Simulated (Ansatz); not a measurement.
## Electronic structure of TiAl in real space

```xyz
6
Lattice="2.8350 -2.8350 0.0000 0.0000 2.8350 -2.8350 3.9974 3.9974 3.9974" Properties=species:S:1:pos:R:3 pbc="T T T"
Ti    0.0000    0.0000    0.0000
Ti    3.2225    0.3874    0.3875
Ti    3.6100    3.6100    0.7749
Al    1.6113    1.6113   -1.2238
Al    1.9987    1.9987    1.9987
Al    5.2212    2.3861    2.3862
```

Space group R-3m; a structure from a database of computed crystals, not necessarily the ambient phase; computed pressure about 6 GPa in this cell; computed without spin polarisation.

Method: DFT PBEsol, scalar-relativistic, plane waves, PAW in Ansatz 0.2.0.

In a PAW calculation such maps are meaningful between the atoms, not at the nuclei.

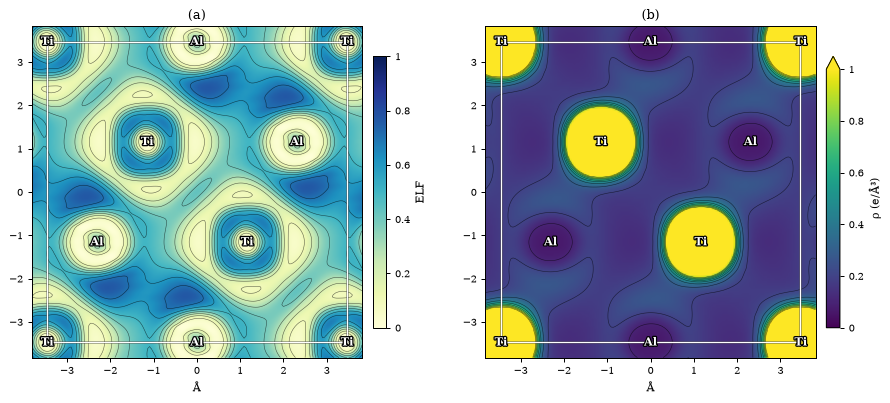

Figure 1. (a) electron localisation function; (b) valence charge density (pseudo) on the (110) plane of the conventional cell.

Describe what can be read from this map.

Atoms in the plane: Ti and Al.
Ti–Al (2.59 Å): the density is about 0.26 e/Å³ at the midpoint; the ELF is about 0.30 at the midpoint.
Between the atoms the lowest density in this plane is 0.13 e/Å³.
The features right at Ti lie inside the PAW spheres, where the map follows smoothed inner orbitals and isn't to be read closely.

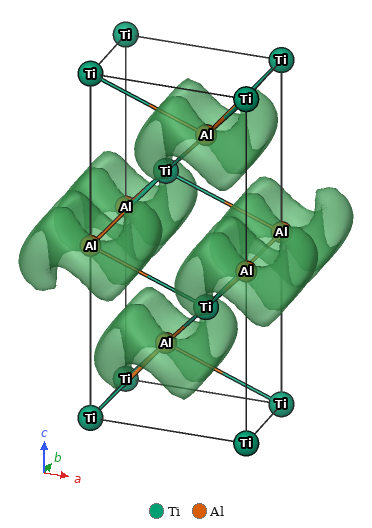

Figure 2. Isosurface of the ELF at 0.65 (green), seen at an oblique angle. Only the valence region is drawn (cores and ρ < 0.01 e/Å³ removed). Sticks mark near contacts.

Describe the localisation domains.

The surface consists of three regions wrapped around Al (the valence shell of each), counted in one cell of 6 atoms. Any copies at cell faces, edges or corners count once.

Does the calculation give a band gap?

It is metallic or semimetallic at this level of theory: no gap opens.
